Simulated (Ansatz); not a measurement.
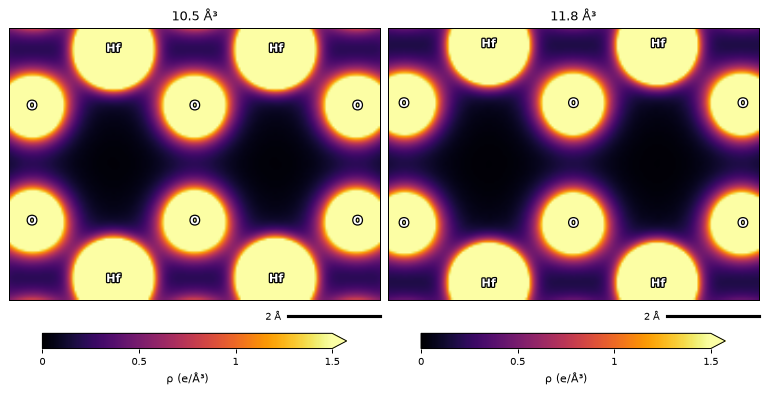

HfO2. The valence pseudo-density of cells scaled evenly to different volumes (given per atom above each panel), on the (101̄) plane of each (indices in the axes of the cell below), at one length scale and on one colour scale.

These are results of Kohn-Sham DFT of a periodic cell, revPBE, spin-orbit coupling, Ansatz PAW in Ansatz, not measurements.

Core electrons are frozen (PAW), and the valence fields are smoothed inside the atomic spheres.

The largest cell:

```cif
data_structure
_symmetry_space_group_name_H-M 'P 1'
_symmetry_Int_Tables_number 1
_cell_length_a 3.6878
_cell_length_b 3.6878
_cell_length_c 3.6878
_cell_angle_alpha 60.000
_cell_angle_beta 60.000
_cell_angle_gamma 60.000
_cell_volume 35.46
loop_
_atom_site_label
_atom_site_type_symbol
_atom_site_fract_x
_atom_site_fract_y
_atom_site_fract_z
_atom_site_occupancy
Hf1 Hf 0.00000 0.00000 0.00000 1
O1 O 0.75000 0.75000 0.75000 1
O2 O 0.25000 0.25000 0.25000 1
```

| volume (Å³/atom) | Hf–O contact in the plane (Å) | ρ at its midpoint (e/Å³) | pressure (GPa) | gap on the mesh (eV) | 
| --- | --- | --- | --- | --- |
| 10.48 | 2.170 | 0.611 | 17.8 | 4.07 | 
| 11.15 | 2.215 | ? | ? | ? | 
| 11.82 | 2.258 | 0.492 | −11.4 | 3.75 | 

**Estimate the missing row, and compare with the calculation.**

Over the known rows ln ρ falls by 2.46 per Å of Hf–O distance (the line through the two), which gives 0.547 e/Å³ at 2.215 Å; the calculation gives 0.547 e/Å³. For the pressure, a straight line in volume between the neighbouring rows gives 3.2 GPa; the calculation gives 1.0, lower because pressure rises ever faster on compression. For the gap on the mesh, a straight line in volume between the neighbouring rows gives 3.91 eV; the calculation gives 3.91.
